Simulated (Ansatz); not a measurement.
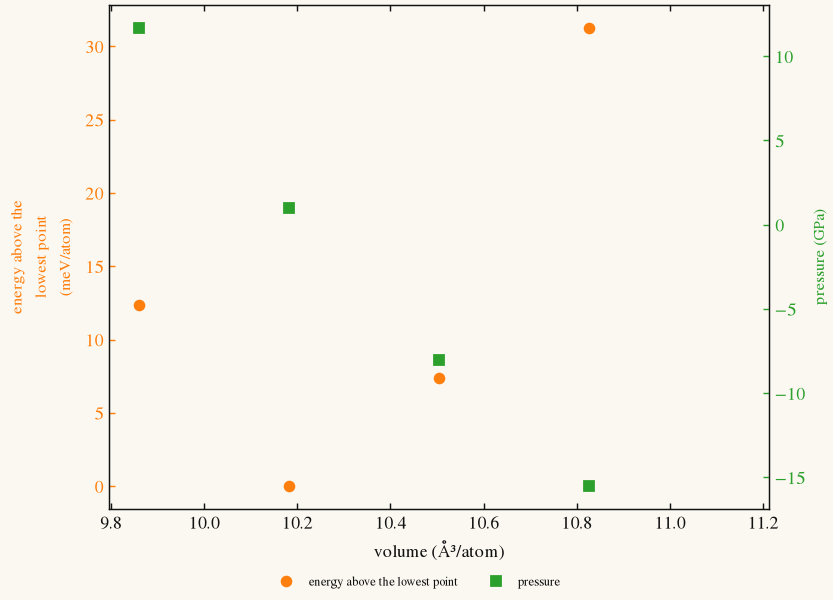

The figure shows the energy above the lowest point and pressure against volume for Mn, space group Fm-3m (No. 225) (one of a set of cubic test structures, which need not be the stable phase).

How it was computed, with Ansatz 0.2.0 development build: equation of state of a cubic crystal from periodic Kohn-Sham density functional theory without spin, third-order Birch-Murnaghan fit to the free energies; pressure corrected for the finite basis. Level: HSE06.

```csv
setting,value
structure type,fcc
atoms in cell,1
space group number,225
lattice centring,face-centred primitive
k mesh,6×6×6
occupation method,Fermi–Dirac
occupation width,0.1 eV
wave cutoff,720 eV
datasets,hand-made PAW
density tolerance,0 eV
bands,12
density cutoff ratio,4
search for lower states,default
exchange singularity,regularized
```

The point at volume 11.15 Å³/atom is left out of the plot. What does the calculation give there?

| volume (Å³/atom) | energy above the lowest point (meV/atom) | pressure (GPa) |
| --- | --- | --- |
| 11.15 | 68.7 | −21.7 |

Keep in mind: coarse k-mesh, values are not converged in k; cubic model structure, not the ambient form; known magnet treated without spin, far from its ground state.
